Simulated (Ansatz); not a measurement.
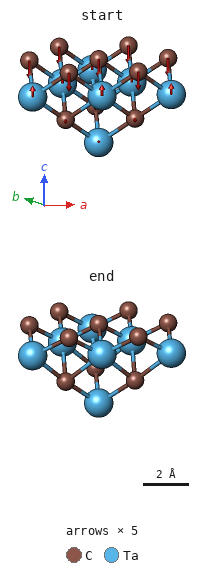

The structure of a slab of composition Ta₃C₄ (cut from the Fm-3m phase) before (top) and after (bottom) a constrained relaxation, at one scale. The red arrows give the displacements, magnified 5 times.

A ball-and-stick model of the atoms within 4.2 Å of the atom that moves most (axes of the 3 × 3 repeat of the cell, outlined in the plane, without the vacuum), seen from a free direction.

Case: clean slab, lower half held. The slab is the (1 1 1) face of TaC. 3 atoms are held fixed.

Theory: DFT PBEsol, scalar-relativistic, plane waves, PAW in Ansatz 0.2.0. Settings: plane-wave cutoff 420 eV; k-point mesh 9 × 9 × 1; occupations gaussian; smearing width 0.1 eV; no spin polarisation; dipole correction; atoms relaxed in a fixed cell; force threshold 0.03 eV/Å; at most 70 steps.

> Describe what moved and what it gained.

The largest move is that of a C atom, 0.18 Å along the normal (−c). Largest moves by element: C 0.18 Å, Ta 0.11 Å. The cell stays as it was. Among the contacts that change: C–Ta 2.220 → 2.069 Å, C–Ta 2.220 → 2.307 Å, Ta–Ta 3.139 → 3.208 Å, C–Ta 2.220 → 2.184 Å. Bond angles that change, for instance: Ta–C–Ta 90.0° → 98.7°. The energy falls by 0.470 eV per cell of the calculation in 4 geometry steps. Largest force component: 3.5 eV/Å at the start, 0.0079 eV/Å at the end. Cost: 19 s on 2 threads of Arm Neoverse V2, with other jobs on the host, peak memory 0.45 GiB.
